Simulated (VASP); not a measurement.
System: layered hexagonal BN, space group P6_3/mmc, 4 atoms in the cell; a = 2.498 Å, c = 6.636 Å (hexagonal axes). Starting point: LDA, VASP PAW LDA potentials, release 64 (N_GW, B_GW), no spin polarisation, no spin-orbit coupling, 6×6×2 k mesh, 500 eV cutoff, Gaussian smearing of 0.01 eV (VASP). Many-body step: G0W0 with GW iterations 1, cutoff of the response function 200 eV, frequency points 50 and empty bands 230.

In LDA the smallest gap over these k points is 4.10 eV, with direct gaps of 4.53 eV at H, 4.53 eV at M and 4.84 eV at K.

**What does G0W0 give?**

Over the k points that were corrected, the smallest gap goes from 4.10 eV in LDA (H to M) to 5.87 eV in G0W0 (H to M), a change of +1.77 eV (+43 %). Counted from the valence top, the lowest empty level moves by +1.85 eV at H, +1.77 eV at M and +1.88 eV at K; over the 14 points that were corrected the shifts run from +1.49 to +2.01 eV: a spread of 0.52 eV on a mean of 1.80 eV, so one scissor shift doesn't describe this level. The top filled level also moves against the valence top, by −0.34 eV at (0.17, 0.00, 0.50). Down to 7.1 eV under the top, the filled levels drop by about 0.11 eV more for each eV of depth, so the valence band is stretched by about 11 %.

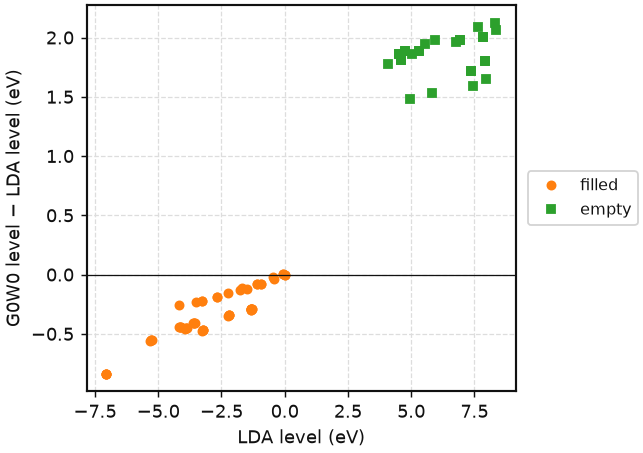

Change of each level from LDA to G0W0 against its LDA energy, both sets counted from their own valence top. Levels over 8 eV under the top or 5 eV above the conduction bottom aren't drawn.

| k point | LDA direct gap (eV) | G0W0 direct gap (eV) |
| --- | --- | --- |
| H | 4.53 | 6.38 |
| M | 4.53 | 6.35 |
| K | 4.84 | 6.73 |

The k mesh is coarse (spacing up to 0.48 Å⁻¹), so the values aren't converged. Bands, screening cutoff and mesh are small and nothing is extrapolated, so the quasiparticle values aren't converged.
